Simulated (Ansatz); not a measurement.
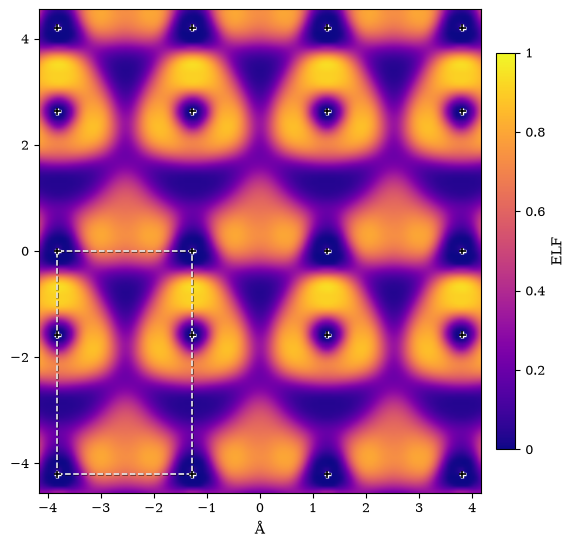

The ELF on a plane through atoms (crosses mark nuclei in the plane).

These are results of Ansatz 0.2.0, DFT r2SCAN, scalar-relativistic, plane waves, PAW, not measurements.

Candidates:
A. Ta, a = 3.20 Å, b = 3.20 Å, c = 3.25 Å, α = 90.00°, β = 90.00°, γ = 90.00°. Space group I4/mmm; changed on purpose from its base cell (strain -0.030 along x and y, -0.015 along z, atoms carried along); computed pressure about 18 GPa in this cell; computed without spin polarisation.
B. BN, a = 2.54 Å, b = 2.54 Å, c = 4.21 Å, α = 90.00°, β = 90.00°, γ = 120.00°. Space group P6₃mc; a structure from a database of computed crystals, not necessarily the ambient phase.
C. Si, a = 5.12 Å, b = 5.12 Å, c = 2.66 Å, α = 90.00°, β = 90.00°, γ = 90.00°. Space group I4₁/amd; a structure from a database of computed crystals, not necessarily the ambient phase; changed on purpose from its base cell (strain +0.080 along x and y, +0.000 along z, atoms carried along); computed pressure about −11 GPa in this cell.

**Which system is this?**

Candidate B: BN on the (010) plane of the conventional cell, which holds B and N. B–N (1.58 Å): the ELF peaks at about 0.95 between the atoms; a shared but strongly polarised pair.
